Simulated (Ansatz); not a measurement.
GaAs: geometry relaxation (part 2 of 3)

Continued. System: GaAs (slab, 16 atoms in the cell). Method: DFT PBE, scalar-relativistic, plane waves, PAW, no spin polarisation (Ansatz 0.2.0); cutoff 420 eV, 2×3×1 k-mesh, Gaussian smearing of 0.05 eV. The structure derives from an entry of the Crystallography Open Database. The input holds or restrains some coordinates. Forces given for the steps count only the free coordinates. It belongs to a series of runs on one base structure; here: clean slab, lower planes held.

Geometry of the input (Å; fractional positions):
```
8.1252  0.0000  0.0000
0.0000  5.7454  0.0000
0.0000  0.0000  22.0939
Ga 0.2500  0.5000  0.3621
Ga 0.7500  0.5000  0.3621
As 0.5000  0.2500  0.3621
As 0.0000  0.2500  0.3621
Ga 0.5000  0.0000  0.4540
Ga 0.0000  0.0000  0.4540
As 0.7500  0.7500  0.4540
As 0.2500  0.7500  0.4540
Ga 0.7500  0.5000  0.5460
Ga 0.2500  0.5000  0.5460
As 0.0000  0.2500  0.5460
As 0.5000  0.2500  0.5460
Ga 0.0000  0.0000  0.6379
Ga 0.5000  0.0000  0.6379
As 0.2500  0.7500  0.6379
As 0.7500  0.7500  0.6379
```

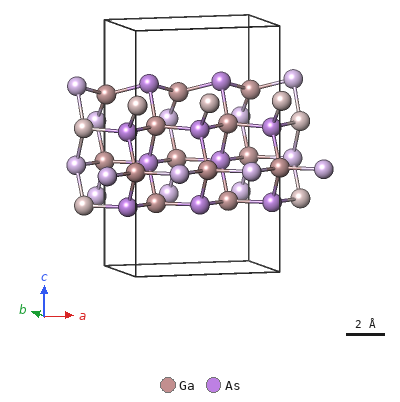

Figure 1. The geometry at step 6 of the log (ball-and-stick view of the cell of the calculation, with the vacuum cut short, seen slightly off an axis; neighbours outside the cell are drawn fainter).

Log, continued
```
SCF iter   1: F=—  HF=-69114.010461 eV  |F-HF|=—  |Δ(HF+E_count)|=         —  Δρ=1.89e-3  dr2=2.16e-2  ethr=1.17e-4  p=0.006 e·Å  D=1.04e-3 V/Å  ΔV_dip=-0.02 eV  dr2_dipole=2.52e-3  V_vac-E_F(+/−)=4.49/4.52 eV  ⟨swp⟩=4.0  Hψ=980  notcnv=0  defer=69
efield: sawtooth ramp at fractional position 0.9800 (handed on by an earlier solve), width 0.0400; the density the first Hamiltonian is built on has a dipole p = 0.006 e·Å; the dipole correction subtracts the counter field D = 1.04e-3 V/Å, which shifts the + side's vacuum level by -0.02 eV against the − side's; the planar-averaged density in the ramp window peaks in size at 5.7e-6 e/Å³
preconditioner: auto → Resta (q_TF=auto, 2.115 Å⁻¹)  ε∞=2.0  [insulator: Δε(μ)=0.640 eV  Ē_g=13.830 eV  σ=0.050 eV  W_gap=1.00  n_scr=160 (ndim 8)  ℏωp=13.9 eV  f_vac=0.594  D(μ)=0.00/eV (n_scr^D=0)  ε∞_Penn≈2.0  vacuum switching on, ρ_ref=1.4e-2 e/Å³]
SCF iter   2: F=—  HF=-69114.012864 eV  |F-HF|=—  |Δ(HF+E_count)|=   2.40e-3  Δρ=1.06e-3  dr2=4.28e-2  ethr=9.65e-6  p=-0.038 e·Å  D=-6.70e-3 V/Å  ΔV_dip=0.15 eV  dr2_dipole=1.95e-2  V_vac-E_F(+/−)=4.59/4.44 eV  ⟨swp⟩=2.0  Hψ=693  notcnv=0  defer=67
SCF iter   3: F=—  HF=-69114.012582 eV  |F-HF|=—  |Δ(HF+E_count)|=   2.83e-4  Δρ=7.55e-4  dr2=3.67e-2  ethr=9.65e-6  p=0.029 e·Å  D=5.03e-3 V/Å  ΔV_dip=-0.11 eV  dr2_dipole=1.83e-2  V_vac-E_F(+/−)=4.44/4.55 eV  ⟨swp⟩=2.2  Hψ=581  notcnv=0  defer=67
SCF iter   4: F=—  HF=-69114.009142 eV  |F-HF|=—  |Δ(HF+E_count)|=   3.44e-3  Δρ=4.18e-4  dr2=3.08e-3  ethr=9.65e-6  p=0.003 e·Å  D=5.68e-4 V/Å  ΔV_dip=-0.01 eV  dr2_dipole=1.15e-3  V_vac-E_F(+/−)=4.51/4.52 eV  ⟨swp⟩=2.0  Hψ=528  notcnv=0  defer=67
SCF iter   5: F=—  HF=-69114.008925 eV  |F-HF|=—  |Δ(HF+E_count)|=   2.18e-4  Δρ=8.41e-5  dr2=1.01e-4  ethr=1.37e-6  p=-0.004 e·Å  D=-6.73e-4 V/Å  ΔV_dip=0.01 eV  dr2_dipole=2.61e-5  V_vac-E_F(+/−)=4.52/4.50 eV  ⟨swp⟩=1.8  Hψ=545  notcnv=0  defer=67
SCF iter   6: F=—  HF=-69114.008935 eV  |F-HF|=—  |Δ(HF+E_count)|=   1.06e-5  Δρ=2.52e-5  dr2=5.55e-6  ethr=4.50e-8  p=-0.005 e·Å  D=-9.04e-4 V/Å  ΔV_dip=0.02 eV  dr2_dipole=1.89e-7  V_vac-E_F(+/−)=4.52/4.50 eV  ⟨swp⟩=2.0  Hψ=587  notcnv=0  defer=67
SCF iter   7: F=-69114.008937 eV  HF=-69114.008937 eV  |F-HF|=2.55e-7  |Δ(HF+E_count)|=   1.57e-6  Δρ=9.64e-6  dr2=5.60e-7  ethr=1.85e-9  p=-0.005 e·Å  D=-9.29e-4 V/Å  ΔV_dip=0.02 eV  dr2_dipole=7.40e-9  V_vac-E_F(+/−)=4.52/4.50 eV  ⟨swp⟩=18.0  Hψ=5495  notcnv=0
SCF 5 converged in 7 iterations: F = -69114.008937 eV  dr2 = 5.60e-7
relax step   5: F+E_penalty+E_count = -69114.00893694 eV  Δ(F+E_penalty+E_count) = -1.213e-2 eV  max|allowed force component| = 2.545e-2 eV/Å  Δτ_max = 0.0648 Å  (7 SCF iters, dr2 threshold 4.15e-6 eV, accepted)
iter 1 solved again at ethr=2.50e-10 eV; its pass at ethr=3.10e-3 eV (dr2=5.60e-7 eV) is discarded
SCF iter   1: F=—  HF=-69114.008923 eV  |F-HF|=—  |Δ(HF+E_count)|=         —  Δρ=9.64e-6  dr2=5.60e-7  ethr=2.50e-10  p=-0.005 e·Å  D=-9.29e-4 V/Å  ΔV_dip=0.02 eV  dr2_dipole=7.34e-9  V_vac-E_F(+/−)=4.52/4.50 eV  ⟨swp⟩=1.0  Hψ=1280  notcnv=0
efield: sawtooth ramp at fractional position 0.9800 (handed on by an earlier solve), width 0.0400; the density the first Hamiltonian is built on has a dipole p = -0.005 e·Å; the dipole correction subtracts the counter field D = -9.29e-4 V/Å, which shifts the + side's vacuum level by +0.02 eV against the − side's; the planar-averaged density in the ramp window peaks in size at 5.7e-6 e/Å³
preconditioner: auto → Resta (q_TF=auto, 2.115 Å⁻¹)  ε∞=2.0  [insulator: Δε(μ)=0.644 eV  Ē_g=13.820 eV  σ=0.050 eV  W_gap=1.00  n_scr=160 (ndim 8)  ℏωp=13.9 eV  f_vac=0.594  D(μ)=0.00/eV (n_scr^D=0)  ε∞_Penn≈2.0  vacuum switching on, ρ_ref=1.4e-2 e/Å³]
SCF iter   2: F=—  HF=-69114.008937 eV  |F-HF|=—  |Δ(HF+E_count)|=   1.36e-5  Δρ=5.20e-6  dr2=2.53e-7  ethr=2.50e-10  p=-0.005 e·Å  D=-9.42e-4 V/Å  ΔV_dip=0.02 eV  dr2_dipole=3.51e-8  V_vac-E_F(+/−)=4.52/4.50 eV  ⟨swp⟩=2.0  Hψ=648  notcnv=0
SCF iter   3: F=—  HF=-69114.008937 eV  |F-HF|=—  |Δ(HF+E_count)|=   2.23e-7  Δρ=2.84e-6  dr2=9.53e-7  ethr=1.13e-10  p=-0.005 e·Å  D=-9.06e-4 V/Å  ΔV_dip=0.02 eV  dr2_dipole=4.81e-7  V_vac-E_F(+/−)=4.52/4.50 eV  ⟨swp⟩=2.0  Hψ=585  notcnv=0  recentre
SCF iter   4: F=—  HF=-69114.008937 eV  |F-HF|=—  |Δ(HF+E_count)|=   4.59e-8  Δρ=1.22e-6  dr2=1.38e-7  ethr=1.13e-10  p=-0.005 e·Å  D=-9.47e-4 V/Å  ΔV_dip=0.02 eV  dr2_dipole=5.76e-8  V_vac-E_F(+/−)=4.52/4.50 eV  ⟨swp⟩=2.0  Hψ=556  notcnv=0
SCF iter   5: F=-69114.008937 eV  HF=-69114.008937 eV  |F-HF|=1.09e-9  |Δ(HF+E_count)|=   8.21e-9  Δρ=5.27e-7  dr2=2.94e-9  ethr=4.46e-11  p=-0.005 e·Å  D=-9.37e-4 V/Å  ΔV_dip=0.02 eV  dr2_dipole=7.95e-12  V_vac-E_F(+/−)=4.52/4.50 eV  ⟨swp⟩=10.2  Hψ=3393  notcnv=0
SCF 6 converged in 5 iterations: F = -69114.008937 eV  dr2 = 2.94e-9
relax step   6: F+E_penalty+E_count = -69114.00893709 eV  Δ(F+E_penalty+E_count) = -1.466e-7 eV  max|allowed force component| = 2.538e-2 eV/Å  Δτ_max = 0.0000 Å  (5 SCF iters, accepted)
```

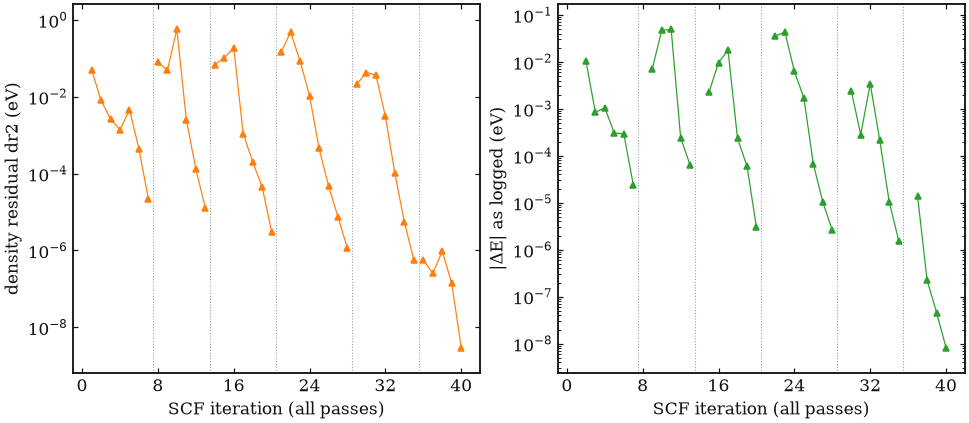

Figure 2. Convergence of the self-consistent field: density residual dr2 and size of the energy change against the SCF iteration. The dotted lines part the SCF passes of the relaxation: geometry steps, rejected trials and re-solves on a re-selected basis. The 6 passes take 5 to 8 iterations each, 40 in all.

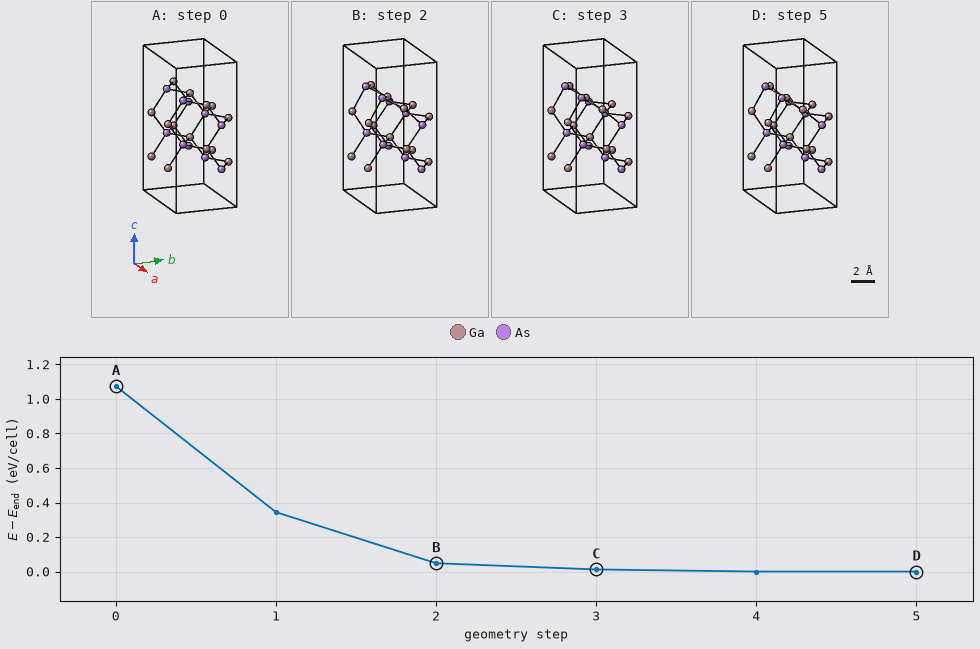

Figure 3. Frames of the restrained relaxation (ball-and-stick view of the cell of the calculation, with the vacuum cut short (origin shifted), seen slightly off an axis) above the curves, on which the letters mark them (the first geometry is step 0 here and step 1 in the log).

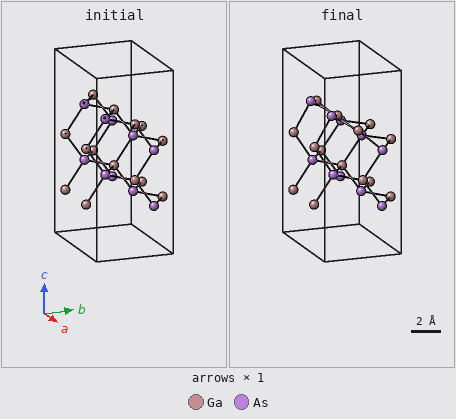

Figure 4. Before (left) and after (right) the restrained relaxation, at one scale (ball-and-stick view of the cell of the calculation, with the vacuum cut short (origin shifted), seen slightly off an axis). The red arrows give the displacements, at true length. The energy falls by 1.074 eV per cell of the calculation in 5 geometry steps. The largest force component goes from 1.1 to 0.025 eV/Å. The largest moves, 0.53 Å, are those of Ga13 and Ga14. By element the largest moves are Ga 0.53 Å, As 0.27 Å. The lattice vectors keep their values. Among the contacts that change: As7–Ga9 2.488 → 2.574 Å, As11–Ga13 2.488 → 2.439 Å, Ga13–As15 2.488 → 2.456 Å, Ga5–As12 2.488 → 2.516 Å. Among the angles that change: Ga10–As15–Ga13 109.5° → 91.7°, Ga5–As12–Ga14 109.5° → 95.7°, As11–Ga13–As15 109.5° → 123.1°. (Atoms are counted from 1 in the order of the input.)

```
WARN: The output density's exchange-correlation potential varies sharply where the density is thin. Do not read a vacuum level from v_tot or v_xc, or from such a field of the output density. On a cell that repeats whose density bears no net charge and no dipole along the vacuum's axis use v_es (v_loc + v_h of the components); under efield.dipole_correction with no amplitude use v_es + v_field, which holds any external_charges[].barrier, or the levels of the report's work_function block, which leave it out; under a non-zero efield.amplitude the vacuum is tilted and has no level; on a cell that repeats and bears such a dipole with no correction it is tilted too, and efield.dipole_correction with no amplitude gives each side of its ramp a level where efield: is served; in a cell that repeats whose density bears a net charge (total_charge, or a fill off its count) it is curved and has none; of a slab under crystal.periodic whose density bears no net charge use v_es, which has a level on each side, short of where the two are joined; of another it falls or rises all the way out and has none; of a slab beside external_charges read slab_vacuum_level instead, which it has where they leave it neutral. The grid or the basis barely resolves most such structure, and the values can differ between equally converged runs; as a rule a tighter scf.convergence.dr2_threshold does not remove it. Where the density itself ripples (under the LDA too) a higher basis.ecutwfc lessens it. The files hold the spikes' plane waves up to the density's cutoff. Files: v_tot_of_output_density and the like, and their columns of v_z.tsv (output.write_potential); v_xc_of_output_density and the like, and their columns of v_comp_z.tsv (output.write_potential_components). Measured: with its Gaussian average of σ = 0.25 Å subtracted twice, the exchange-correlation potential is over 0.1 eV at 178 of the grid points where the equally averaged density (valence and model cores) is under 1e-3 e/Å³, and 0.232 eV at the most among them, at an averaged density of 9.7e-4 e/Å³. The input density's (outcome.potential() and, of a run that writes arrays, v_tot and v_xc) is over 0.1 eV, so measured, at 178 points of its own thin density, 0.232 eV at the most. See output.write_potential in the manual, Limitations
SCF converged after 5 iterations
Free energy (F): -69114.008937 eV
Harris-Foulkes:  -69114.008937 eV  (|F-HF|=1.09e-9)
Internal energy: -69114.008937 eV  (E = F + TS)
E sigma→0 (E₀):  -69114.008937 eV
Fermi energy:    0.002093 eV
Dipole field:    D = -0.000939 V/Å  (p = -0.005351 e·Å, saw-weighted, corrected)
Work function:   Φ+ = 4.5243 eV   Φ− = 4.5035 eV
Levels:          The Fermi level and band energies are counted from a zero that moves with the ramp; work functions are not
--- Per-component energies (eV) ---
  E_band       = -4333.642760
  E_kinetic    = 1736.067834
  E_local      = -179921.680352  (includes V_loc(G=0)·N_el)
  E_nonlocal   = -1972.459001
  E_hartree    = 89166.628716
  E_xc         = -1178.130901
  E_vxc        = -1085.640387  (∫ρ·V_xc dr)
  E_paw        = -30585.842099  (= ΣΔE_a)
  E_vpaw       = -1423.177504  (= ΣTr[D̂ρ^β])
  E_aug_tail   = -0.000884  (compensation charges beyond the density's cutoff)
  E_efield     = 0.000003  (sawtooth field / dipole correction)
  E_vefield    = -0.000079  (∫n·V_field dr)
  E_ewald      = 53641.407748
  E_smearing   = -0.000000  (= −TS)
  E_closure    = -0.000000  (closes the sum)
  Σ components = -69114.008937   (vs F -69114.008937, Δ=0.00e0)
--- Forces (eV/Å), atoms counted from 1 ---
  atom   1  Ga     0.00000000    -0.98994468     1.27354807
  atom   2  Ga     0.00000000    -0.98994468     1.27354807
  atom   3  As    -0.00000000     0.24231138    -1.29993064
  atom   4  As     0.00000000     0.24231138    -1.29993064
  atom   5  Ga     0.00000000     0.33969169     0.20596735
  atom   6  Ga     0.00000000     0.33969169     0.20596735
  atom   7  As     0.00000000     0.43143176    -0.21224839
  atom   8  As     0.00000000     0.43143176    -0.21224839
  atom   9  Ga     0.00000000    -0.01950128     0.00291793
  atom  10  Ga     0.00000000    -0.01950128     0.00291793
  atom  11  As     0.00000000    -0.00430390     0.02538384
  atom  12  As     0.00000000    -0.00430390     0.02538384
  atom  13  Ga     0.00000000     0.00588605    -0.00320076
  atom  14  Ga     0.00000000     0.00588605    -0.00320076
  atom  15  As     0.00000000    -0.00557391     0.00756296
  atom  16  As     0.00000000    -0.00557391     0.00756296
  max |Σ_I F_I| component: 5.77e-6 eV/Å
--- Band table (eV) ---
  k-point 0: bands = ["-35.3733", "-35.3730", "-35.3695", "-35.3694", "-35.3632", "-35.3631", "-35.3617", "-35.3616", "-35.3532", "-35.3529", "-35.3513", "-35.3511", "-35.3510", "-35.3509", "-35.3508", "-35.3500", "-35.3329", "-35.3319", "-35.3271", "-35.3269", "-35.0869", "-35.0861", "-35.0774", "-35.0771", "-35.0551", "-35.0547", "-35.0480", "-35.0480", "-35.0394", "-35.0390", "-34.8704", "-34.8697", "-34.8666", "-34.8663", "-34.7901", "-34.7900", "-34.7628", "-34.7625", "-34.7457", "-34.7453", "-15.1802", "-15.1696", "-15.1086", "-15.1077", "-15.1061", "-15.1008", "-15.0985", "-15.0893", "-15.0812", "-15.0776", "-15.0600", "-15.0554", "-15.0524", "-15.0426", "-15.0408", "-15.0137", "-15.0047", "-14.9980", "-14.9752", "-14.9737", "-14.9705", "-14.9665", "-14.9628", "-14.9583", "-14.9407", "-14.9405", "-14.9402", "-14.9397", "-14.9293", "-14.9272", "-14.8836", "-14.8665", "-14.8618", "-14.8600", "-14.8495", "-14.8239", "-14.8086", "-14.7998", "-14.7936", "-14.7805", "-12.2400", "-11.3402", "-10.8644", "-10.7668", "-10.4710", "-10.1974", "-10.1514", "-9.9344", "-6.5534", "-6.3758", "-6.3219", "-5.9388", "-5.7963", "-5.7168", "-4.3690", "-3.4570", "-3.2652", "-2.9407", "-2.9233", "-2.7022", "-2.4565", "-2.4451", "-2.4187", "-2.1213", "-2.0750", "-1.6760", "-1.4009", "-1.3462", "-0.7841", "-0.6552", "-0.5644", "-0.3200", "0.3242", "0.4363", "0.8585", "1.3791", "1.5892", "1.7829", "2.1112", "2.1424", "2.4871", "2.5048", "2.6478", "2.7941", "3.1236", "3.3706", "3.7547", "3.9516", "4.0391", "4.1662", "4.5906", "4.6032", "4.6707", "4.9957", "5.0806"]
  k-point 1: bands = ["-35.3733", "-35.3730", "-35.3695", "-35.3694", "-35.3632", "-35.3631", "-35.3618", "-35.3616", "-35.3532", "-35.3529", "-35.3513", "-35.3511", "-35.3510", "-35.3509", "-35.3508", "-35.3499", "-35.3329", "-35.3319", "-35.3271", "-35.3269", "-35.0869", "-35.0861", "-35.0774", "-35.0772", "-35.0551", "-35.0547", "-35.0480", "-35.0480", "-35.0394", "-35.0390", "-34.8704", "-34.8697", "-34.8666", "-34.8663", "-34.7901", "-34.7900", "-34.7628", "-34.7625", "-34.7457", "-34.7453", "-15.1853", "-15.1649", "-15.1101", "-15.1077", "-15.1050", "-15.0985", "-15.0969", "-15.0874", "-15.0809", "-15.0776", "-15.0598", "-15.0505", "-15.0480", "-15.0427", "-15.0427", "-15.0127", "-15.0003", "-14.9980", "-14.9852", "-14.9785", "-14.9683", "-14.9671", "-14.9641", "-14.9617", "-14.9411", "-14.9410", "-14.9405", "-14.9383", "-14.9281", "-14.9274", "-14.8894", "-14.8694", "-14.8651", "-14.8640", "-14.8491", "-14.8245", "-14.8082", "-14.7994", "-14.7932", "-14.7798", "-11.8801", "-11.1703", "-10.9123", "-10.7830", "-10.7039", "-10.5465", "-10.1653", "-9.8893", "-6.5324", "-6.3894", "-6.2963", "-6.1513", "-6.0501", "-5.7669", "-4.8556", "-3.6818", "-3.1188", "-3.0388", "-2.8166", "-2.6124", "-2.3316", "-2.0624", "-2.0510", "-1.9221", "-1.8494", "-1.4723", "-1.2968", "-1.1467", "-1.1203", "-0.8809", "-0.6324", "-0.4432", "0.3540", "0.3806", "1.1525", "1.2200", "1.3942", "2.0338", "2.2781", "2.3023", "2.4992", "2.8418", "2.9714", "3.3187", "3.3414", "3.8848", "4.0418", "4.2032", "4.5024", "4.6390", "4.6573", "4.8971", "5.0978", "5.1318", "5.4004"]
```
